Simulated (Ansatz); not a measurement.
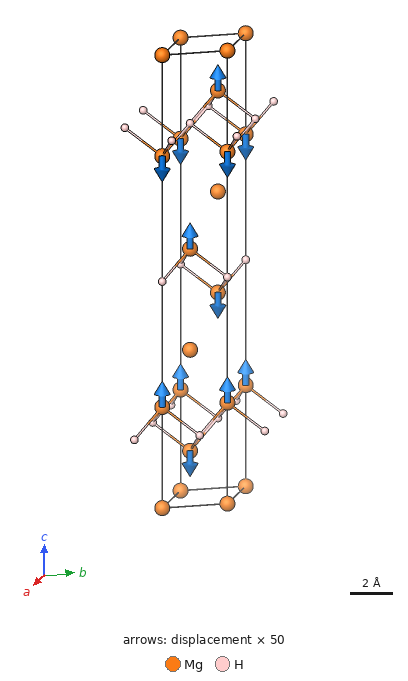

A relaxation of crystalline Mg$_{3}$H (set up in R-3m). The starting structure is drawn; blue arrows show the displacements (the part carried along by the change of the cell is left out), 50 times their true length.

The picture is a ball-and-stick view of the conventional cell (3 times the calculation's cell), seen slightly off an axis. Lengths and directions refer to the drawn axes.

Case: 1 H put on empty site 1 of 1 host cells, relaxed.

The calculation used Ansatz, DFT PBE, scalar-relativistic, plane waves, PAW. Set-up: plane-wave cutoff 420 eV; k-point mesh 12 × 12 × 12; occupations gaussian; smearing width 0.1 eV; no spin polarisation; cell and atoms relaxed; force threshold 0.025 eV/Å; at most 70 steps.

**Atoms of which element are displaced furthest, and by how much?**

Magnesium: up to 0.027 Å, against 0.000 Å for hydrogen.

**Describe the change and its energy.**

Over 2 accepted moves (3 points after the start) the energy falls by 0.8 meV per atom. The largest force component goes from 0.11 to 0.0044 eV/Å. The pressure goes from 0.04 to −0.02 GPa. The SCF was repeated once at an unchanged geometry on a basis and grid sized afresh for the cell, which shifted the energy by less than 0.05 meV per atom at most. The largest moves relative to the cell, 0.027 Å, are those of Mg atoms. H stays in place. The drawn cell changes at constant volume: a = b 3.246 → 3.238 Å (−0.2 %), c 22.709 → 22.825 Å (+0.5 %). Some distances before and after: H–Mg 2.270 → 2.285 Å. The space group stays R-3m (No. 166). Cost: 7 s on 2 threads of AMD EPYC 9R45 96-Core Processor (Zen 5) (shared host), peak memory 0.56 GiB.

Limits of the set-up: layers or molecules are held without a dispersion correction, so their spacing is unreliable.
